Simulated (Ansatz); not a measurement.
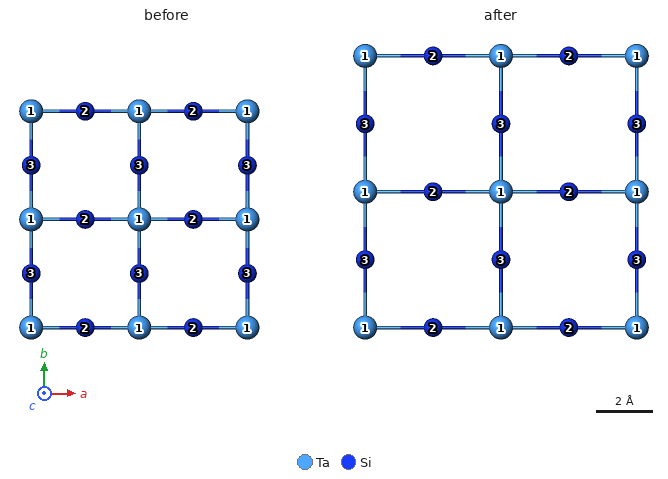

The structure of crystalline TaSi₃ (a generated structure, set up in Pm-3m) (coarse preliminary run) before (left) and after (right) a relaxation, at one scale.

A ball-and-stick model of the cell of the calculation, repeated 2 × 2 × 1 with one cell outlined, seen along the c axis.

Method: Ansatz 0.2.0, DFT PBE, scalar-relativistic, plane waves, PAW. Set-up: plane-wave cutoff 420 eV; k-point mesh 4 × 4 × 4; occupations gaussian; smearing width 0.1 eV; no spin polarisation; cell and atoms relaxed; force threshold 0.04 eV/Å; at most 70 steps.

### What changed between the two?

Over 7 accepted moves (9 points after the start) the energy falls by 3548 meV per atom. All forces vanish by symmetry, so only the cell relaxes. Pressure: 132.36 GPa at the start and 0.09 GPa at the end. At 2 points the geometry stayed and the basis and grid were re-selected for the new cell (energy shift of 35.7 meV per atom at most each time). The atoms keep their places relative to the cell (all moves are under 0.005 Å). The volume changes by +98.1 %, with a = b = c 3.902 → 4.900 Å (+25.6 %). Near-neighbour distances that change, for instance: Si–Si 2.759 → 3.465 Å, Si–Ta 1.951 → 2.450 Å. The space group stays Pm-3m (No. 221).

Limits of the set-up: the k-point mesh is coarse for a cell with partly filled bands.
